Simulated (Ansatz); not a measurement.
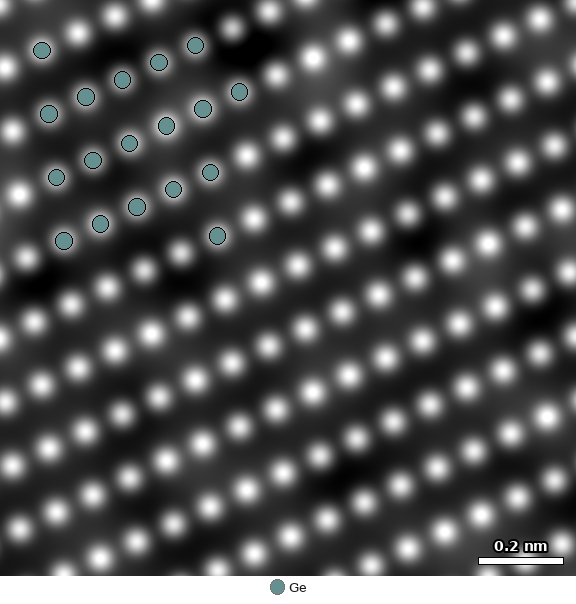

Z-contrast image of Ge (Fm-3m, No. 225) along [221]. Simulated incoherent Z contrast: every atom adds Z^1.7 spread by a probe of 0.52 Å full width; channelling and multiple scattering are left out. The probe carries 15 % of its weight in a tail 2.5 times as wide. The speckle of an amorphous layer was added. Structure used: the geometry given to an electronic-structure calculation, possibly off equilibrium; the starting structure was generated, so it need not be a known form of this composition.

Coloured dots in one corner mark the columns of the model.

Interpret the image.

Answer. The columns repeat on a centred rectangular net of 0.98 × 2.95 Å (plane group c2mm). All columns are alike (Ge). The shortest distance between visible columns is 0.98 Å in projection. Along the beam the structure repeats every 12.51 Å.
